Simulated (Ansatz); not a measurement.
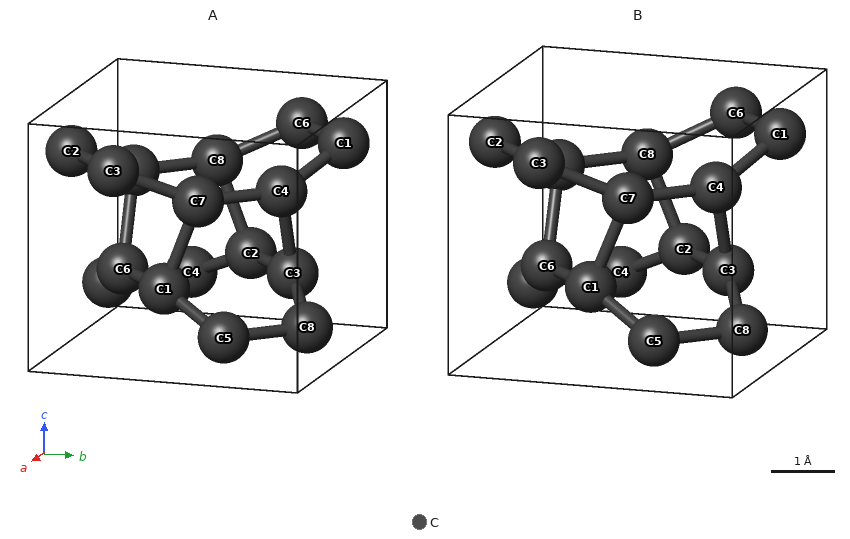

Two geometries of solid C (a generated structure, set up in I-42m) (coarse preliminary run), drawn at one scale. One is the start of a relaxation, the other its converged end. The picture is a ball-and-stick view of the conventional cell (2 times the calculation's cell), seen slightly off an axis. Lengths and directions refer to the drawn axes.

The calculation used Ansatz, DFT PBE, scalar-relativistic, plane waves, PAW. Settings: plane-wave cutoff 420 eV; k-point mesh 6 × 6 × 6; occupations gaussian; smearing width 0.1 eV; no spin polarisation; cell and atoms relaxed; force threshold 0.04 eV/Å; at most 70 steps.

Which geometry has the lower energy?

Structure B is the relaxed one. After 5 accepted moves (8 points after the start) the energy has fallen by 184 meV per atom. Largest force component: 0.71 eV/Å at the start, 0.0095 eV/Å at the end. The pressure goes from 71.67 to 0.08 GPa. The line search rejected the trial step at point 3 of the run. The SCF was repeated twice at an unchanged geometry on a basis and grid sized afresh for the cell, which shifted the energy by 9.9 meV per atom at most. The largest moves relative to the cell, 0.030 Å, are those of 8 atoms (C1, C2, C3, C4 and others). C1 goes along [1 −1 2]. Cell: a = b 4.563 → 4.812 Å (+5.5 %), c 4.100 → 4.306 Å (+5.0 %). Volume +16.8 %. Among the contacts that change: C1–C4 1.493 → 1.579 Å, C1–C6 1.498 → 1.583 Å, C1–C7 1.597 → 1.643 Å. The space group stays I-42m (No. 121).
